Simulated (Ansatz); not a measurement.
System: CaS.

```yaml
crystal:
  lattice:
    - [5.08887, 0.00000, 0.00000]
    - [0.00000, 5.08887, 0.00000]
    - [0.00000, 0.00000, 5.08887]
  atoms:
    - { symbol: Ca, position: [0.00000, 0.00000, 0.00000] }
    - { symbol: Ca, position: [0.50000, 0.50000, 0.00000] }
    - { symbol: Ca, position: [0.50000, 0.00000, 0.50000] }
    - { symbol: Ca, position: [0.00000, 0.50000, 0.50000] }
    - { symbol: S, position: [0.50000, 0.00000, 0.00000] }
    - { symbol: S, position: [0.00000, 0.50000, 0.00000] }
    - { symbol: S, position: [0.00000, 0.00000, 0.50000] }
    - { symbol: S, position: [0.50000, 0.50000, 0.50000] }
```

Space group Fm-3m; computed pressure about 40 GPa in this cell.

Method: DFT PBE, scalar-relativistic, plane waves, PAW (Ansatz).

Q: What can the converged valence pseudo-density and electron localisation function tell about the bonding?

A: Ca–S (2.54 Å): ρ is about 0.33 e/Å³ halfway; the ELF peaks at about 0.85 in the valence shell of S, 0.8 Å from its nucleus, and is about 0.25 at the midpoint: a largely ionic contact.

Q: Does the calculation give a band gap?

A: It is gapped, with a Kohn–Sham gap of 1.2 eV on the k-point mesh, an upper bound to the gap of this method.

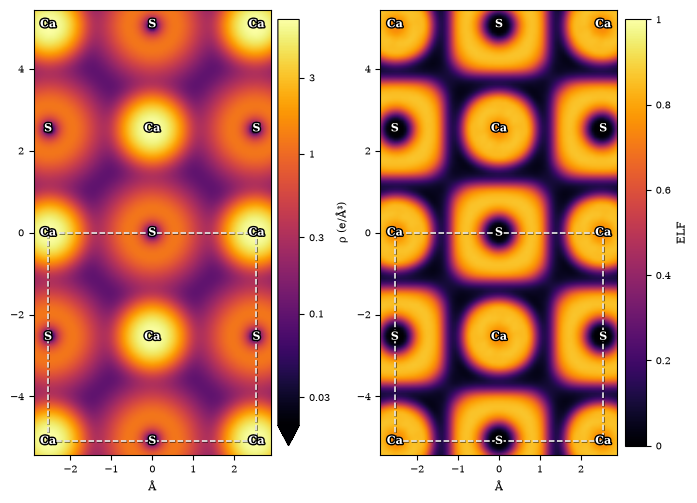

Computed valence pseudo-density and electron localisation function on the (001) plane of the conventional cell, in this order. 

In a PAW calculation such maps are meaningful between the atoms, not at the nuclei.
